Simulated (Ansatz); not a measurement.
**What a change does: geometry relaxation on TaN**

System: TaN (6 atoms in the cell).
Method of run A: DFT r2SCAN + rVV10, scalar-relativistic, plane waves, PAW, spin-polarised (Ansatz 0.2.0).

The structure derives from an entry of the Crystallography Open Database. Text and figures count atoms from 1; the logs count them from 0 in places.

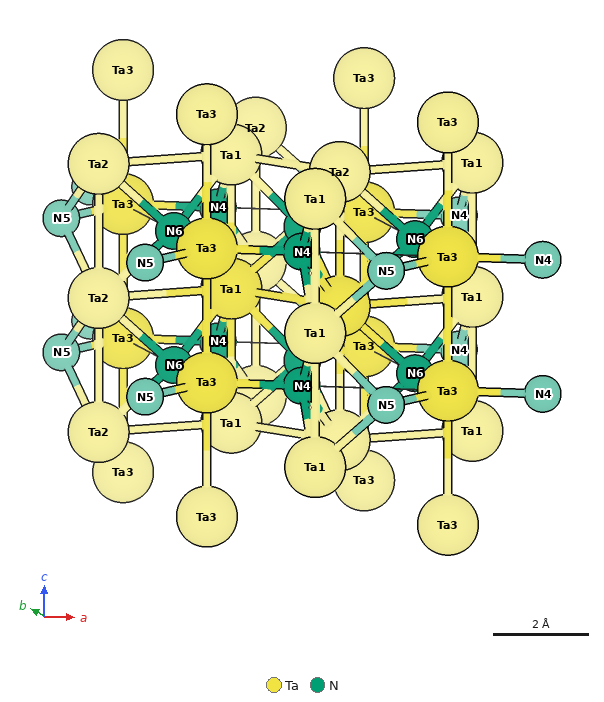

Figure 1. The starting structure (ball-and-stick view of the cell of the calculation, seen slightly off an axis; neighbours outside the cell are drawn fainter; atoms are numbered from 1 in the order of the input). An atom can appear more than once, as a periodic image.

**The input, run A**
```yaml
crystal:
  lattice:
    - [5.2015601162, -1.0e-10, 0.0]
    - [-2.6007800581, 4.5046832, 0.0]
    - [0.0, 0.0, 2.9047797713]
  atoms:
    - { symbol: Ta, position: [0.3333333333, 0.6666666667, 0.5], spin: 0.05 }
    - { symbol: Ta, position: [0.6666666667, 0.3333333333, 0.5], spin: 0.05 }
    - { symbol: Ta, position: [0.0, 0.0, 0.0], spin: -0.05 }
    - { symbol: "N", position: [0.3930320156, 0.0, 0.0] }
    - { symbol: "N", position: [0.6069679844, 0.6069679844, 0.0] }
    - { symbol: "N", position: [0.0, 0.3930320156, 0.0] }
basis:
  ecutwfc: 500
  ecutrho_ratio: 4
kpoints:
  mp_grid: { grid: [6, 6, 8] }
hamiltonian:
  xc: r2scan
  dispersion: rvv10
scf:
  occupations: { method: gaussian, width: 0.05 }
output:
  forces: true
  stress: true
  eigenvalues: true
  populations: true
magnetization:
  spin_polarized: true
relax:
  f_tol: 0.02
  max_steps: 40
  cell: { stress_tol: 0.2, fix: [volume] }
checkpoint:
  read: start.run
  write: ck
  compress: false
  write_wavefunctions: false
  write_every: 100000
```

Command:
```bash
ansatz run input.yaml --threads 4 --pin off --max-ram 8192MiB --backend cpu --events-out ev --progress --plain --runs-dir out
```

Hardware: 4 threads of Arm Neoverse V2, 24 GiB of memory available, shared host.

**Output, shortened to warnings, some set-up lines, iterations and results (run A)**
```
Warning: checkpoint.read: basis.xc_grid differs: saved 2, current 4 (points along each axis for each point of the dense box; where the key is left out runs that use forces, runs that use the stress, dielectric runs by a finite field, finite-displacement phonons, runs of phonons.displacement_patterns under a GGA or a meta-GGA, phonons by method: dfpt, dielectric runs by the response, runs on …
Warning: checkpoint.read: hamiltonian.xc differs: saved pbe, current r2scan; the SCF iterates under this deck's functional from the saved state
Warning: checkpoint.read: nonlocal correlation: the saved state records none, this deck's functional has rvv10 on all electrons (hamiltonian.pseudopotentials.all_electron_dispersion); the SCF iterates under this deck's functional from the saved state
WARN: the starting moments were not kept: the SCF closed with an absolute magnetisation of 1.1e-5 μB, where they sum to 0.15 μB in size (3 sites). That is at most 0.1 of that sum. Measured as dr2_m measures the in/out step, that magnetisation stands 8.4e-12 eV from none, at or under the dr2_threshold of 1.0e-7 eV: it is no larger than a step whose dr2_m would equal this threshold. The system may …
Basis set: ecut = 500 eV, 1763 PW (Γ), exchange–correlation on 160×160×96 points (64 copies of the dense FFT grid, shifted against one another)
Symmetry: 12 space group operations
k-points: 35 of 288 (time reversal used)
Initial density: read from a saved state, or passed on in memory by an earlier SCF of this step, an earlier step, the calling program or the single point that the run made first
[...]
SCF iter   1: F=—  HF=-30986.529303 eV  |F-HF|=—  |Δ(HF+E_count)|=         —  Δρ=3.43e-3 (↑3.43e-3 ↓3.41e-3)  dr2=1.26e-2  dr2_τ=1.07e-1  dr2_m=1.03e-6  M=-0.000 μB …
SCF iter   2: F=—  HF=-30986.738941 eV  |F-HF|=—  |Δ(HF+E_count)|=   2.10e-1  Δρ=3.29e-3 (↑3.29e-3 ↓3.29e-3)  dr2=1.72e-2  dr2_τ=2.97e-4  dr2_m=3.84e-8  M=-0.000 μB …
SCF iter   3: F=—  HF=-30986.739041 eV  |F-HF|=—  |Δ(HF+E_count)|=   1.01e-4  Δρ=2.93e-3 (↑2.93e-3 ↓2.93e-3)  dr2=1.27e-2  dr2_τ=2.31e-4  dr2_m=3.33e-8  M=-0.000 μB …
SCF iter   4: F=—  HF=-30986.740442 eV  |F-HF|=—  |Δ(HF+E_count)|=   1.40e-3  Δρ=9.97e-4 (↑9.97e-4 ↓9.97e-4)  dr2=8.58e-4  dr2_τ=2.90e-5  dr2_m=5.10e-9  M=0.000 μB ∫|m|=0.000 …
SCF iter   5: F=—  HF=-30986.740795 eV  |F-HF|=—  |Δ(HF+E_count)|=   3.53e-4  Δρ=3.04e-4 (↑3.04e-4 ↓3.04e-4)  dr2=9.85e-5  dr2_τ=2.87e-6  dr2_m=1.20e-9  M=0.000 μB ∫|m|=0.000 …
[... 22 lines ...]
SCF iter   3: F=—  HF=-30986.741362 eV  |F-HF|=—  |Δ(HF+E_count)|=   2.17e-8  Δρ=2.69e-6 (↑2.68e-6 ↓2.69e-6)  dr2=1.56e-8  dr2_τ=1.67e-10  dr2_m=7.53e-13  M=0.000 μB …
SCF iter   4: F=—  HF=-30986.741362 eV  |F-HF|=—  |Δ(HF+E_count)|=   4.23e-9  Δρ=8.13e-7 (↑8.13e-7 ↓8.10e-7)  dr2=1.93e-9  dr2_τ=1.10e-11  dr2_m=5.48e-14  M=0.000 μB …
SCF iter   5: F=-30986.741362 eV  HF=-30986.741362 eV  |F-HF|=4.37e-11  |Δ(HF+E_count)|=  2.66e-10  Δρ=5.08e-7 (↑5.08e-7 ↓5.05e-7)  dr2=4.08e-10  dr2_τ=3.79e-12  …
SCF 4 converged in 5 iterations: F = -30986.741362 eV  dr2 = 4.08e-10
relax step   4: F+E_penalty+E_count = -30986.74136197 eV  Δ(F+E_penalty+E_count) = -2.481e-7 eV  max|allowed force component| = 1.403e-2 eV/Å  Δτ_max = 0.0000 Å  P = -1.536 …
basis re-selected at this cell: Δ(F+E_penalty+E_count) = -2.481e-7 eV, ΔP = -0.001 GPa vs the last step (what re-selecting the basis moved, of the pressure what is left beyond the Pulay correction that the steps carried, after the strain that the cell walked since its last selection, with what the …
SCF converged after 5 iterations
Stability not checked: this state was not tested for a lower state beside it, because the mixer in use, unlike msr1, does not test its closes by its own steps (another_mixer; see scf.mixing.algorithm and scf.lower_state_search)
Magnetization: 0.0000 μB (27.0000 up, 27.0000 down)
Absolute magnetization: 0.0000 μB (∫|ρ↑−ρ↓|, with the PAW one-centre terms)
Spin contamination: 0.0000 ħ² per cell (⟨S²⟩ above its minimum at these occupations)
Per-site moments (μB) at R_I (Å): [(-2.5244854879432386e-8, 0.8922926063738318), (-2.5244854925549843e-8, 0.8922926063738317), (2.0691268703908112e-8, 0.8413119795288659), (1.9268780844656806e-8, 0.8413119795288659), (1.9268780751661688e-8, 0.8413119795288662), (1.926878081897118e-8, …
Free energy (F): -30986.741362 eV
Harris-Foulkes:  -30986.741362 eV  (|F-HF|=4.37e-11)
Internal energy: -30986.741217 eV  (E = F + TS)
E sigma→0 (E₀):  -30986.741289 eV
Entropy (-TS):   -0.000145 eV (-0.024 meV/atom)
Fermi energy:    19.873471 eV
--- Per-component energies (eV) ---
  E_band       = -267.235798
  E_kinetic    = 1502.586722
  E_local      = -2032.045831  (includes V_loc(G=0)·N_el)
  E_nonlocal   = 179.121897
  E_hartree    = 690.619315
  E_xc         = -787.412375
  E_vxc        = -923.654939  (∫ρ·V_xc dr)
  E_paw        = -25656.646766  (= ΣΔE_a)
  E_vpaw       = -421.991546  (= ΣTr[D̂ρ^β])
  E_aug_tail   = 0.000739  (compensation charges beyond the density's cutoff)
  E_vtau       = 47.508354  (kinetic-family band-sum trace: ∫τ·v_τ [+ j·A + Jᵃ·Aᵃ] dr)
  E_ewald      = -4880.607383
  E_core_change = -2.357535  (= ΣΔE_core)
  E_smearing   = -0.000145  (= −TS)
  E_closure    = 0.000000  (closes the sum)
  Σ components = -30986.741362   (vs F -30986.741362, Δ=0.00e0)
--- Forces (eV/Å), atoms counted from 1 ---
  atom   1  Ta    -0.00000000    -0.00000000     0.00000000
  atom   2  Ta     0.00000000     0.00000000     0.00000000
  atom   3  Ta     0.00000000    -0.00000000     0.00000000
[...]
```

The input of run B differs as follows (lines with − go, lines with + come):
```diff
-  xc: r2scan
-  dispersion: rvv10
+  xc: mr2scan
```

What does this change do to the results?

The total energies belong to different models, so their difference says nothing on which is more stable or more accurate. The pressure goes from −1.54 to 0.43 GPa. The functional changes from r2SCAN to mr2scan.

**Output, shortened to warnings, some set-up lines, iterations and results (run B)**
```
Warning: checkpoint.read: basis.xc_grid differs: saved 2, current 4 (points along each axis for each point of the dense box; where the key is left out runs that use forces, runs that use the stress, dielectric runs by a finite field, finite-displacement phonons, runs of phonons.displacement_patterns under a GGA or a meta-GGA, phonons by method: dfpt, dielectric runs by the response, runs on …
Warning: checkpoint.read: hamiltonian.xc differs: saved pbe, current mr2scan; the SCF iterates under this deck's functional from the saved state
WARN: the starting moments were not kept: the SCF closed with an absolute magnetisation of 6.2e-6 μB, where they sum to 0.15 μB in size (3 sites). That is at most 0.1 of that sum. Measured as dr2_m measures the in/out step, that magnetisation stands 2.6e-12 eV from none, at or under the dr2_threshold of 1.0e-7 eV: it is no larger than a step whose dr2_m would equal this threshold. The system may …
Basis set: ecut = 500 eV, 1763 PW (Γ), exchange–correlation on 160×160×96 points (64 copies of the dense FFT grid, shifted against one another)
Symmetry: 12 space group operations
k-points: 35 of 288 (time reversal used)
Initial density: read from a saved state, or passed on in memory by an earlier SCF of this step, an earlier step, the calling program or the single point that the run made first
[...]
SCF iter   1: F=—  HF=-30995.331920 eV  |F-HF|=—  |Δ(HF+E_count)|=         —  Δρ=3.64e-3 (↑3.64e-3 ↓3.62e-3)  dr2=1.79e-2  dr2_τ=1.10e-1  dr2_m=2.16e-6  M=-0.000 μB …
SCF iter   2: F=—  HF=-30995.543274 eV  |F-HF|=—  |Δ(HF+E_count)|=   2.11e-1  Δρ=3.49e-3 (↑3.49e-3 ↓3.49e-3)  dr2=2.10e-2  dr2_τ=3.16e-4  dr2_m=1.15e-7  M=0.000 μB ∫|m|=0.000 …
SCF iter   3: F=—  HF=-30995.543294 eV  |F-HF|=—  |Δ(HF+E_count)|=   2.00e-5  Δρ=3.19e-3 (↑3.18e-3 ↓3.19e-3)  dr2=1.66e-2  dr2_τ=2.68e-4  dr2_m=9.45e-8  M=0.000 μB ∫|m|=0.000 …
SCF iter   4: F=—  HF=-30995.544884 eV  |F-HF|=—  |Δ(HF+E_count)|=   1.59e-3  Δρ=1.07e-3 (↑1.07e-3 ↓1.07e-3)  dr2=1.02e-3  dr2_τ=3.27e-5  dr2_m=1.12e-8  M=0.000 μB ∫|m|=0.000 …
SCF iter   5: F=—  HF=-30995.545319 eV  |F-HF|=—  |Δ(HF+E_count)|=   4.34e-4  Δρ=3.22e-4 (↑3.22e-4 ↓3.22e-4)  dr2=1.16e-4  dr2_τ=3.47e-6  dr2_m=1.49e-9  M=0.000 μB ∫|m|=0.000 …
[... 28 lines ...]
SCF iter   2: F=—  HF=-30995.546107 eV  |F-HF|=—  |Δ(HF+E_count)|=   9.06e-6  Δρ=2.99e-6 (↑2.99e-6 ↓2.99e-6)  dr2=9.78e-9  dr2_τ=2.02e-10  dr2_m=1.14e-13  M=-0.000 μB …
SCF iter   3: F=—  HF=-30995.546107 eV  |F-HF|=—  |Δ(HF+E_count)|=   6.71e-9  Δρ=5.72e-7 (↑5.72e-7 ↓5.72e-7)  dr2=9.81e-10  dr2_τ=8.81e-12  dr2_m=9.97e-16  M=-0.000 μB …
SCF iter   4: F=-30995.546107 eV  HF=-30995.546107 eV  |F-HF|=8.73e-11  |Δ(HF+E_count)|=  2.80e-10  Δρ=2.95e-7 (↑2.95e-7 ↓2.94e-7)  dr2=2.37e-10  dr2_τ=2.10e-12  …
SCF 5 converged in 4 iterations: F = -30995.546107 eV  dr2 = 2.37e-10
relax step   5: F+E_penalty+E_count = -30995.54610710 eV  Δ(F+E_penalty+E_count) = +1.574e-6 eV  max|allowed force component| = 1.194e-4 eV/Å  Δτ_max = 0.0000 Å  P = +0.429 …
basis re-selected at this cell: Δ(F+E_penalty+E_count) = +1.574e-6 eV, ΔP = -0.000 GPa vs the last step (what re-selecting the basis moved, of the pressure what is left beyond the Pulay correction that the steps carried, after the strain that the cell walked since its last selection, with what the …
SCF converged after 4 iterations
Stability not checked: this state was not tested for a lower state beside it, because the mixer in use, unlike msr1, does not test its closes by its own steps (another_mixer; see scf.mixing.algorithm and scf.lower_state_search)
Magnetization: -0.0000 μB (27.0000 up, 27.0000 down)
Absolute magnetization: 0.0000 μB (∫|ρ↑−ρ↓|, with the PAW one-centre terms)
Spin contamination: 0.0000 ħ² per cell (⟨S²⟩ above its minimum at these occupations)
Per-site moments (μB) at R_I (Å): [(1.166805070601727e-9, 0.8922344548906723), (1.166805089829105e-9, 0.8922344548906723), (-1.1281776708398506e-9, 0.8414616408085246), (-4.187563876638214e-10, 0.8414616408085251), (-4.187563014901457e-10, 0.8414616408085246), (-4.187563302745184e-10, …
Free energy (F): -30995.546107 eV
Harris-Foulkes:  -30995.546107 eV  (|F-HF|=8.73e-11)
Internal energy: -30995.545972 eV  (E = F + TS)
E sigma→0 (E₀):  -30995.546040 eV
Entropy (-TS):   -0.000135 eV (-0.022 meV/atom)
Fermi energy:    19.890895 eV
--- Per-component energies (eV) ---
  E_band       = -266.793231
  E_kinetic    = 1503.392881
  E_local      = -2033.670926  (includes V_loc(G=0)·N_el)
  E_nonlocal   = 179.276144
  E_hartree    = 691.513335
  E_xc         = -796.362357
  E_vxc        = -924.214168  (∫ρ·V_xc dr)
  E_paw        = -25656.797002  (= ΣΔE_a)
  E_vpaw       = -422.127920  (= ΣTr[D̂ρ^β])
  E_aug_tail   = 0.000300  (compensation charges beyond the density's cutoff)
  E_vtau       = 47.523614  (kinetic-family band-sum trace: ∫τ·v_τ [+ j·A + Jᵃ·Aᵃ] dr)
  E_ewald      = -4880.540813
  E_core_change = -2.357535  (= ΣΔE_core)
  E_smearing   = -0.000135  (= −TS)
  E_closure    = -0.000000  (closes the sum)
  Σ components = -30995.546107   (vs F -30995.546107, Δ=0.00e0)
--- Forces (eV/Å), atoms counted from 1 ---
  atom   1  Ta    -0.00000000     0.00000000     0.00000000
  atom   2  Ta     0.00000000    -0.00000000    -0.00000000
  atom   3  Ta    -0.00000000     0.00000000     0.00000000
[...]
```

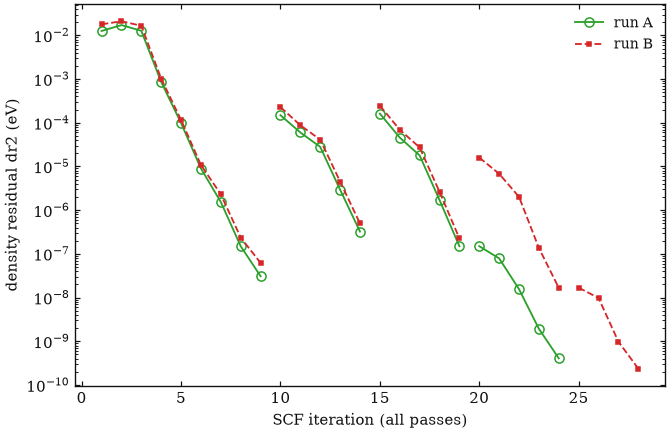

Figure 2. Convergence of the two runs: density residual dr2 against the SCF iteration. A break in a curve parts two SCF passes. Run A takes 24 iterations in all, and run B takes 28.

**The two runs side by side**

| quantity | run A | run B |
| --- | --- | --- |
| outcome | converged | converged |
| free energy per atom (eV) | −5164.4569 | −5165.9244 |
| gap on the mesh (eV) | 0.00 | 0.00 |
| net moment of the cell (μB) | 0.00 | 0.00 |
| absolute moment of the cell (μB) | 0.00 | 0.00 |
| pressure (GPa) | −1.54 | 0.43 |
| largest force (eV/Å) | 0.014 | 0.000 |
| irreducible k-points | 35 | 35 |
| wall time (shared host) | 38 s | 44 s |

For both runs: Warnings: some starting moments were not kept. Spin–orbit coupling is left out, which matters for Ta.
